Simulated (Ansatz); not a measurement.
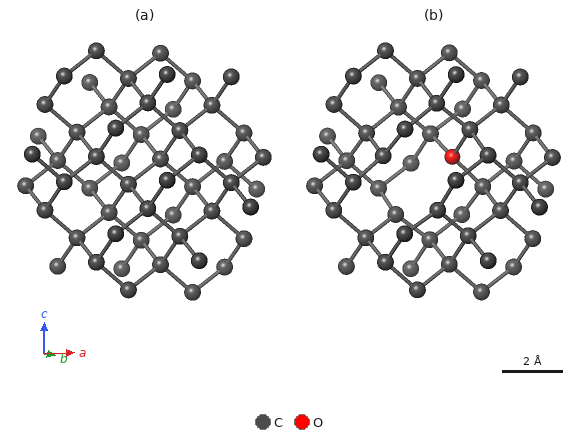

Left: perfect C. Right: the same region with a pair of point defects, after relaxing the atoms in a supercell of 64 sites. A ball-and-stick model of the atoms within 4.6 Å of one point, in a slice 5.0 Å thick across the line of sight, seen from a free direction.

These are results of Ansatz 0.2.0, DFT, HSE06, PAW, plane waves, not measurements. (plane-wave cutoff 420 eV; k-point mesh 1 × 1 × 1; mesh shifted by (0.25, 0.25, 0.25); collinear spin) Fermi-Dirac smearing of 0.01 eV. A uniform background neutralises the charged cell. The axes drawn are those of the host's conventional cell.

Q: Which defect is it?

A: A carbon atom is taken out (a vacancy) and a carbon atom is replaced by oxygen, the two sites 1.5 Å apart.

The charge state of the cell is +1.

Q: How does the lattice respond?

A: Around the empty C site the host had 4 C at 1.54 Å; after relaxation the nearest atoms are 3 C at 1.62 to 1.66 Å, 1 O at 1.67 Å. In the host the C atom has 4 C at 1.54 Å; the O atom ends with 3 C at 1.53 to 1.54 Å. Of the host's atoms, a carbon atom moves furthest from its site, by 0.12 Å. The O atom itself moves 0.14 Å from where it was put. The cell's net moment is 1.00 μB.

Limits of the set-up: the periodic images lie only 7.1 Å apart, so the values are limited by the cell's size; the cell is charged, on a uniform background, and energies carry no finite-size correction.
